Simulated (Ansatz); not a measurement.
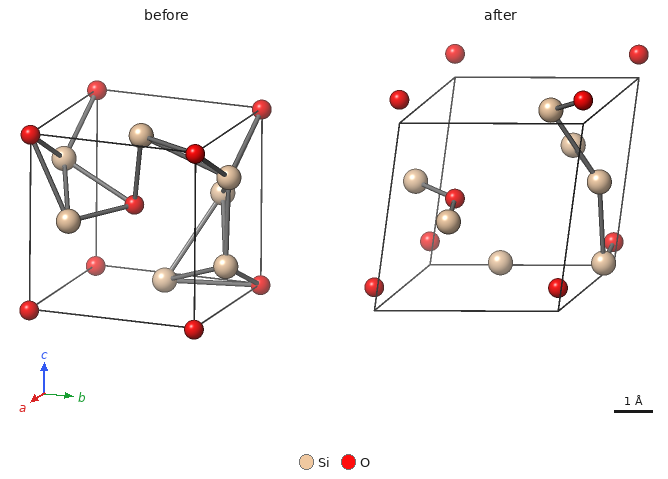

The structure of crystalline Si3O (built on the A15_223 type) (coarse preliminary run) before (left) and after (right) a relaxation, at one scale.

The picture is a ball-and-stick view of the cell of the calculation, reduced to other axes, seen slightly off an axis. Lengths and directions refer to the drawn axes.

Case: A15 type (Pm-3n, No. 223); cell x1, atoms moved at random (sigma 0.15 Å) and cell strained at random (1.5 %), then relaxed without symmetry.

Theory: DFT PBE, scalar-relativistic, plane waves, PAW in Ansatz 0.2.0. Settings: plane-wave cutoff 420 eV; k-point mesh 6 × 6 × 6; occupations gaussian; smearing width 0.1 eV; no spin polarisation; cell and atoms relaxed; force threshold 0.015 eV/Å; at most 120 steps.

**What changed between the two?**

The run was cut off at its time limit before the relaxation converged, so the last structure is only a point on the way. The atom that moves furthest relative to the cell is an O atom (1.11 Å along [1 −1 0]). By element the largest moves are O 1.11 Å, Si 0.99 Å. Cell: a 4.719 → 4.316 Å (−8.6 %), b 4.742 → 5.387 Å (+13.6 %), c 4.877 → 5.286 Å (+8.4 %), α 90.6° → 77.0°, β 91.1° → 93.9°, γ 91.1° → 87.5°. Volume +9.3 %. Among the contacts that change: Si–Si 2.846 → 4.324 Å, O–Si 2.563 → 4.004 Å, Si–Si 3.011 → 4.277 Å, Si–Si 2.132 → 3.364 Å. Bonds break: Si–Si (2.13 → 3.36 Å). Bond angles that change, for instance: Si–Si–Si 164.0° → 111.2°, Si–Si–Si 121.8° → 158.1°, Si–Si–Si 116.3° → 151.6°. The space group stays P1 (No. 1). The energy falls by 920 meV per atom in 12 geometry steps. The largest force component goes from 3.8 to 1 eV/Å. The pressure goes from 1.72 to 1.20 GPa.
